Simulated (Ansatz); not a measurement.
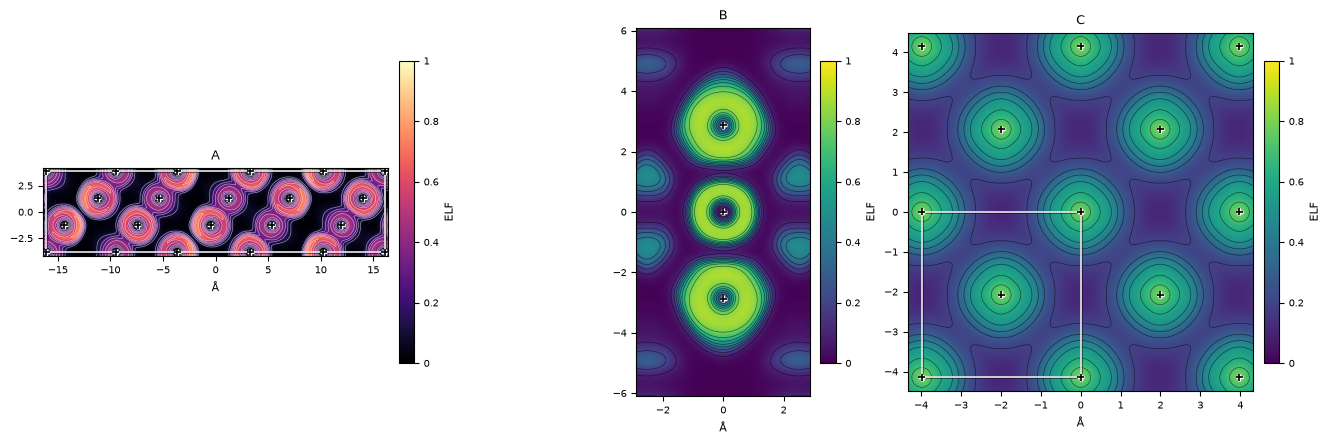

The ELF of 3 systems, each on a plane through atoms (crosses mark nuclei in the plane).

The calculation used Ansatz 0.2.0, DFT PBE, scalar-relativistic, plane waves, PAW.

System 1: Bi2Te3, the (110) plane of the conventional cell. Space group R-3m.

```cif
data_structure
_symmetry_space_group_name_H-M 'P 1'
_symmetry_Int_Tables_number 1
_cell_length_a 4.4465
_cell_length_b 4.4465
_cell_length_c 32.1687
_cell_angle_alpha 90.000
_cell_angle_beta 90.000
_cell_angle_gamma 120.000
_cell_volume 550.82
loop_
_atom_site_label
_atom_site_type_symbol
_atom_site_fract_x
_atom_site_fract_y
_atom_site_fract_z
_atom_site_occupancy
Bi1 Bi 0.33333 0.66667 0.06387 1
Bi2 Bi 0.00000 0.00000 0.39721 1
Bi3 Bi 0.66667 0.33333 0.73054 1
Bi4 Bi 0.33333 0.66667 0.26946 1
Bi5 Bi 0.00000 0.00000 0.60279 1
Bi6 Bi 0.66667 0.33333 0.93613 1
Te1 Te 0.00000 0.00000 0.00000 1
Te2 Te 0.66667 0.33333 0.33333 1
Te3 Te 0.33333 0.66667 0.66667 1
Te4 Te 0.00000 0.00000 0.21603 1
Te5 Te 0.66667 0.33333 0.54937 1
Te6 Te 0.33333 0.66667 0.88270 1
Te7 Te 0.66667 0.33333 0.11730 1
Te8 Te 0.33333 0.66667 0.45063 1
Te9 Te 0.00000 0.00000 0.78397 1
```

System 2: SrCl2, the (100) plane of the conventional cell. Space group R-3m.

```yaml
crystal:
  lattice:
    - [3.57084, 0.00000, -3.57084]
    - [-3.57084, 3.57084, 0.00000]
    - [6.64177, 6.64177, 6.64177]
  atoms:
    - { symbol: Sr, position: [0.00000, 0.00000, 0.00000] }
    - { symbol: Sr, position: [0.66667, 0.33333, 0.33333] }
    - { symbol: Sr, position: [0.33333, 0.66667, 0.66667] }
    - { symbol: Cl, position: [0.00000, 0.00000, 0.25000] }
    - { symbol: Cl, position: [0.66667, 0.33333, 0.58333] }
    - { symbol: Cl, position: [0.33333, 0.66667, 0.91667] }
    - { symbol: Cl, position: [0.66667, 0.33333, 0.08333] }
    - { symbol: Cl, position: [0.33333, 0.66667, 0.41667] }
    - { symbol: Cl, position: [0.00000, 0.00000, 0.75000] }
```

System 3: Au, the (11̄0) plane of the conventional cell. Space group I4/mmm; computed pressure about 8 GPa in this cell; computed without spin polarisation.

```
Au
1.0
     2.07352   -2.07352    0.00000
     2.07352    2.07352    0.00000
     0.00000    0.00000    3.98117
Au
2
Direct
  0.00000 0.00000 0.00000
  0.50000 0.50000 0.50000
```

**Which map belongs to which system?**

Panel A is system 1, Bi2Te3: the plane holds Bi and Te. Bi–Te (3.09 Å): the ELF peaks at about 0.65 in the valence shell of Te, 1.3 Å from its nucleus, and drops to about 0.35 between the two atoms. Panel B is system 2, SrCl2: the plane holds Sr and Cl. Sr–Cl (2.88 Å): the ELF peaks at about 0.90 in the valence shell of Cl, 0.8 Å from its nucleus, and drops to about 0.10 between the two atoms; an ionic contact with no shared pair. Panel C is system 3, Au: the plane holds Au. Au–Au (2.87 Å): the ELF is about 0.20 at the midpoint: no shared electron pair shows on this line.
